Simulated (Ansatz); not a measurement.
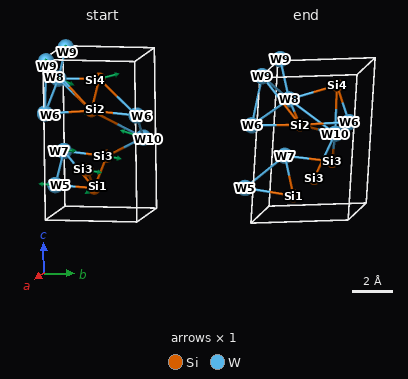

The structure of solid Si2W3 (a generated structure, set up in P1) (coarse preliminary run) before (left) and after (right) a relaxation, at one scale. The green arrows give the displacements (the part carried along by the change of the cell is left out), at their true length.

The picture is a ball-and-stick view of the cell of the calculation, seen slightly off an axis.

Method: DFT PBE, scalar-relativistic, plane waves, PAW (Ansatz). (plane-wave cutoff 420 eV; k-point mesh 6 × 4 × 4; occupations gaussian; smearing width 0.2 eV; no spin polarisation; cell and atoms relaxed; force threshold 0.025 eV/Å; at most 60 steps)

**Summarise the run.**

The run was cut off at its time limit before the relaxation converged, so the last structure is only a point on the way. The atom that moves furthest relative to the cell is W10 (1.26 Å roughly along [1 −3 1]). Largest moves by element: W 1.26 Å, Si 1.09 Å. The volume changes by −13.2 %, with a 4.744 → 4.329 Å (−8.8 %), b 4.772 → 5.075 Å (+6.4 %), c 8.354 → 7.525 Å (−9.9 %), α 89.3° → 82.6°, β 86.3° → 92.2°, γ 89.7° → 90.2°. Near-neighbour distances that change, for instance: W8–W10 5.263 → 2.927 Å, Si4–W10 3.786 → 2.519 Å, Si2–W8 3.773 → 2.518 Å, Si3–W5 3.721 → 2.492 Å. New bonds form: Si2–W8 (3.77 → 2.52 Å), Si3–W5 (3.67 → 2.49 Å), Si3–W5 (3.72 → 2.49 Å), Si4–W10 (3.79 → 2.52 Å). Bond angles that change, for instance: W6–W10–W7 169.8° → 111.9°, Si1–Si4–W8 97.5° → 145.7°, Si4–Si1–W5 100.6° → 142.5°. The space group stays P1 (No. 1). After 9 geometry steps the energy has fallen by 1350 meV per atom. The largest force component goes from 11 to 0.9 eV/Å. The pressure goes from 18.37 to 2.00 GPa.
